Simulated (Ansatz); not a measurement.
# Be$_{2}$C: 7 runs along one coordinate

System: Be$_{2}$C (3 atoms in the cell).
Method: DFT, r2SCAN, PAW with Ansatz's default frozen-core files, scalar-relativistic; levels at fixed fractional wave vectors of a strained or displaced cell, no spin polarisation (Ansatz 0.2.0).

The 7 runs differ only in the geometry, by an even scaling of the cell at fixed fractional positions. The structure derives from an entry of the Crystallography Open Database.

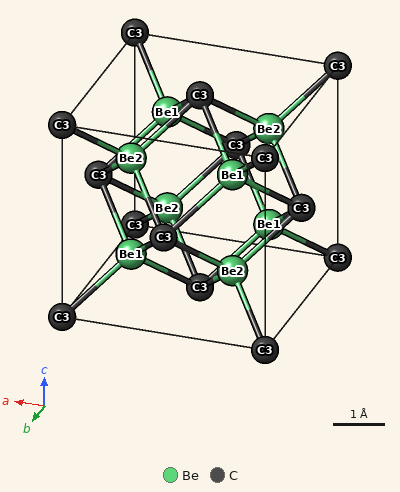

Figure 1. The structure of run 4 (ball-and-stick view of the cell 4 times as large as that of the calculation, set on its symmetry axes, seen at an oblique angle; atoms are numbered from 1 in the order of the input).

## Input of run 4
```yaml
crystal:
  lattice:
    - [2.14688223574, 2.14688223574, 0.0]
    - [-2.14688223574, 2.14688223574, 0.0]
    - [0.0, 2.14688223574, 2.14688223574]
  atoms:
    - { symbol: Be, position: [0.25, 0.75, 0.5] }
    - { symbol: Be, position: [0.75, 0.25, 0.5] }
    - { symbol: C, position: [0.0, 0.0, 0.0] }
kpoints:
  mp_grid: { grid: [10, 10, 10] }
scf:
  occupations: { method: fixed }
  convergence: { dr2_threshold: 1.0e-10 }
hamiltonian:
  xc: r2scan
  pseudopotentials: { kind: paw }
output:
  forces: true
  stress: true
  eigenstates:
    kpoints:
      - [0.0, 0.0, 0.0]
      - [-0.5, 0.5, 0.0]
      - [-0.5, -0.5, -0.5]
      - [0.0, 0.0, -0.5]
      - [0.0, -0.5, -0.5]
      - [0.0, 0.5, 0.0]
      - [-0.5, 0.0, 0.0]
      - [-0.5, 0.0, -0.5]
  eigenvalues: true
```

Command:
```bash
ansatz run input.yaml --threads 1 --pin off --max-ram 3072MiB --backend cpu --events-out ev --progress --plain --runs-dir out
```

Lattice vectors (Å) and fractional positions of run 4:
```
   2.146882    2.146882    0.000000
  -2.146882    2.146882    0.000000
   0.000000    2.146882    2.146882
Be  0.250000  0.750000  0.500000
Be  0.750000  0.250000  0.500000
C   0.000000  0.000000  0.000000
```

Run 2 differs from it as follows:
```diff
-    - [2.14688223574, 2.14688223574, 0.0]
-    - [-2.14688223574, 2.14688223574, 0.0]
-    - [0.0, 2.14688223574, 2.14688223574]
+    - [2.12852489496, 2.12852489496, 0.0]
+    - [-2.12852489496, 2.12852489496, 0.0]
+    - [0.0, 2.12852489496, 2.12852489496]
```

## Results, with one run withheld

| run | volume per atom (Å³) | free energy per atom, from the lowest run given (meV) | pressure (GPa) | gap on the mesh (eV) |
| --- | --- | --- | --- | --- |
| 1 | 6.302 | 18.78 | 14.99 | 1.56 |
| 2 | 6.429 | ? | ? | ? |
| 3 | 6.511 | 4.51 | 7.00 | 1.55 |
| 4 | 6.597 | 1.57 | 4.05 | 1.54 |
| 5 | 6.659 | 0.40 | 2.01 | 1.54 |
| 6 | 6.723 | 0.00 | 0.00 | 1.53 |
| 7 | 6.789 | 0.41 | −1.99 | 1.53 |

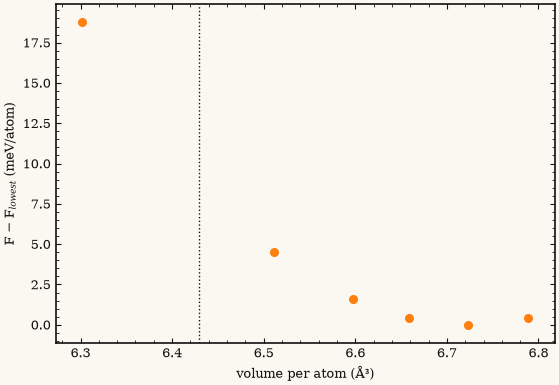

Figure 2. Free energy per atom of the runs given; the dotted line marks run 2.

What should run 2 give?

A cubic polynomial in V^(−2/3) (the Birch–Murnaghan form), fitted to the 6 runs given, misses them by at most 0.01 meV per atom. With x = V^(−2/3) − 0.28439 Å⁻², it reads F = 1.648 + 897.72 x + 1.2262e+05 x² + 19388 x³ (meV per atom). At run 2 it gives 8.86 meV per atom, and the run itself gives 8.87. The slope of the fit gives a pressure −dF/dV of 10.02 GPa there, and the run prints 10.00 GPa. The fit has its minimum at 6.723 Å³ per atom, where V d²F/dV² gives 204 GPa: the bulk modulus at this level, since symmetry fixes the shape and the positions. The gap on the mesh goes, without turning, from 1.56 eV in run 1 to 1.53 eV in run 7; run 2 has 1.55 eV. These are gaps of this functional on this mesh, which can miss the band edges; they aren't the measured gap.

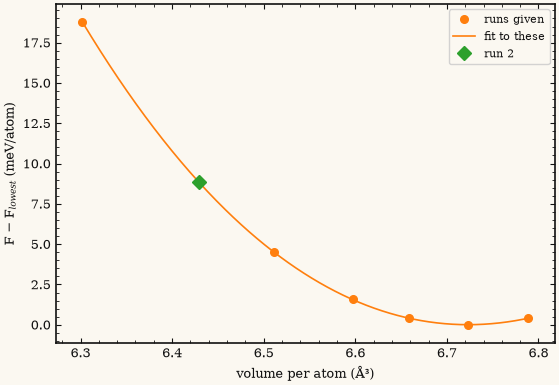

Figure 3. The fit and the withheld run.

## Output, shortened to warnings, some set-up lines, iterations and results (run 2)
```
Basis set: ecut = 500 eV, 531 PW (Γ), exchange–correlation on 96×96×96 points (64 copies of the dense FFT grid, shifted against one another)
Symmetry: 48 space group operations
k-points: 47 of 1000
Initial density: superposition of atomic densities (neutral atoms: chi_scale 0, normalization atom), corrected by the library's trained network
[...]
SCF iter   1: F=—  HF=-439.052972 eV  |F-HF|=—  |Δ(HF+E_count)|=         —  Δρ=7.78e-3  dr2=1.16e-2  dr2_τ=2.80e-1  ethr=1.77e-3  ⟨swp⟩=5.0  Hψ=2533  notcnv=0  defer=75
SCF iter   2: F=—  HF=-439.180472 eV  |F-HF|=—  |Δ(HF+E_count)|=   1.28e-1  Δρ=4.82e-3  dr2=2.27e-3  dr2_τ=1.60e-4  ethr=1.46e-4  ⟨swp⟩=2.3  Hψ=1054  notcnv=0  defer=89
SCF iter   3: F=—  HF=-439.181615 eV  |F-HF|=—  |Δ(HF+E_count)|=   1.14e-3  Δρ=1.13e-3  dr2=1.10e-4  dr2_τ=1.69e-5  ethr=2.84e-5  ⟨swp⟩=3.0  Hψ=660  notcnv=0  defer=92
SCF iter   4: F=—  HF=-439.181643 eV  |F-HF|=—  |Δ(HF+E_count)|=   2.80e-5  Δρ=8.09e-5  dr2=5.31e-7  dr2_τ=2.58e-8  ethr=1.38e-6  ⟨swp⟩=1.0  Hψ=376  notcnv=0  defer=85
SCF iter   5: F=—  HF=-439.181643 eV  |F-HF|=—  |Δ(HF+E_count)|=   4.63e-7  Δρ=1.43e-5  dr2=3.28e-8  dr2_τ=1.25e-9  ethr=6.64e-9  ⟨swp⟩=2.1  Hψ=557  notcnv=0  defer=1
SCF iter   6: F=—  HF=-439.181643 eV  |F-HF|=—  |Δ(HF+E_count)|=   5.61e-9  Δρ=1.10e-5  dr2=2.22e-8  dr2_τ=5.76e-10  ethr=4.10e-10  ⟨swp⟩=2.0  Hψ=564  notcnv=0  defer=1
SCF iter   7: F=—  HF=-439.181643 eV  |F-HF|=—  |Δ(HF+E_count)|=   7.09e-9  Δρ=4.31e-6  dr2=3.39e-9  dr2_τ=2.91e-11  ethr=2.78e-10  ⟨swp⟩=2.0  Hψ=564  notcnv=0  defer=1
SCF iter   8: F=—  HF=-439.181643 eV  |F-HF|=—  |Δ(HF+E_count)|=  9.54e-10  Δρ=7.82e-7  dr2=1.06e-10  dr2_τ=1.07e-12  ethr=4.23e-11  ⟨swp⟩=2.5  Hψ=561  notcnv=0  defer=1
SCF iter   9: F=-439.181643 eV  HF=-439.181643 eV  |F-HF|=3.41e-13  |Δ(HF+E_count)|=  3.23e-11  Δρ=8.41e-8  dr2=1.15e-12  dr2_τ=1.32e-14  ethr=1.25e-12  ⟨swp⟩=5.8  Hψ=1796  …
SCF 1 converged in 9 iterations: F = -439.181643 eV  dr2 = 1.15e-12
NSCF: frozen V_eff on 8 k-points
SCF converged after 9 iterations
Free energy (F): -439.181643 eV
Harris-Foulkes:  -439.181643 eV  (|F-HF|=3.41e-13)
Internal energy: -439.181643 eV  (E = F + TS)
E sigma→0 (E₀):  -439.181643 eV
Fermi energy:    10.156150 eV
--- Per-component energies (eV) ---
  E_band       = 25.558983
  E_kinetic    = 138.342737
  E_local      = -84.752574  (includes V_loc(G=0)·N_el)
  E_nonlocal   = 34.933907
  E_hartree    = 27.519499
  E_xc         = -88.140760
  E_vxc        = -113.967423  (∫ρ·V_xc dr)
  E_paw        = -222.788256  (= ΣΔE_a)
  E_vpaw       = -9.517592  (= ΣTr[D̂ρ^β])
  E_aug_tail   = 0.000004  (compensation charges beyond the density's cutoff)
  E_vtau       = 5.480917  (kinetic-family band-sum trace: ∫τ·v_τ [+ j·A + Jᵃ·Aᵃ] dr)
  E_ewald      = -244.247373
  E_core_change = -0.048828  (= ΣΔE_core)
  E_smearing   = -0.000000  (= −TS)
  E_closure    = -0.000000  (closes the sum)
  Σ components = -439.181643   (vs F -439.181643, Δ=0.00e0)
--- Forces (eV/Å), atoms counted from 1 ---
  atom   1  Be    -0.00000000    -0.00000000    -0.00000000
  atom   2  Be    -0.00000000     0.00000000    -0.00000000
  atom   3  C      0.00000000     0.00000000     0.00000000
  max |Σ_I F_I| component: 2.78e-17 eV/Å
--- Stress (GPa, compression-positive) ---
        9.995235       0.000000       0.000000
       -0.000000       9.995235       0.000000
        0.000000      -0.000000       9.995235
  P = ⅓ Tr σ = 9.9952 GPa (99.952 kbar)
```
